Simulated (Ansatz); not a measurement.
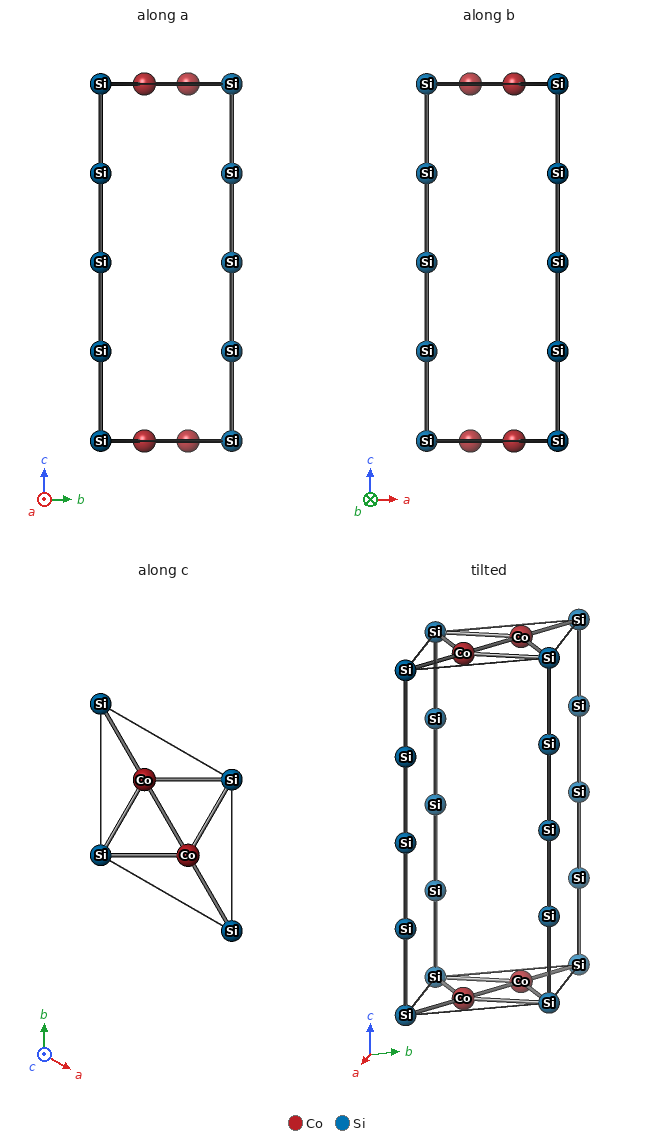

Figure: ball-and-stick view along the a axis, along the b axis, along the c axis and slightly off an axis. One conventional unit cell is framed, with atoms on its boundary repeated.

Lattice parameters: a = 3.999 Å, b = 3.999 Å, c = 9.432 Å, α = 90.00°, β = 90.00°, γ = 120.00°. Put a along x and b in the xy plane.

Question: Put the structure into a POSCAR file.

Answer:
```
Co Si
1.0
     3.999    0.000    0.000
    -2.000    3.464    0.000
     0.000    0.000    9.432
Co Si
2 4
Direct
  0.3333 0.6667 0.0000
  0.6667 0.3333 0.0000
  0.0000 0.0000 0.7493
  0.0000 0.0000 0.2507
  0.0000 0.0000 0.5000
  0.0000 0.0000 0.0000
```

The initial geometry was a random cell made by a generator, so it need not be a real form of the compound. Earlier steps of the study may have refined or changed the cell and positions. A calculation with Ansatz used it as input.
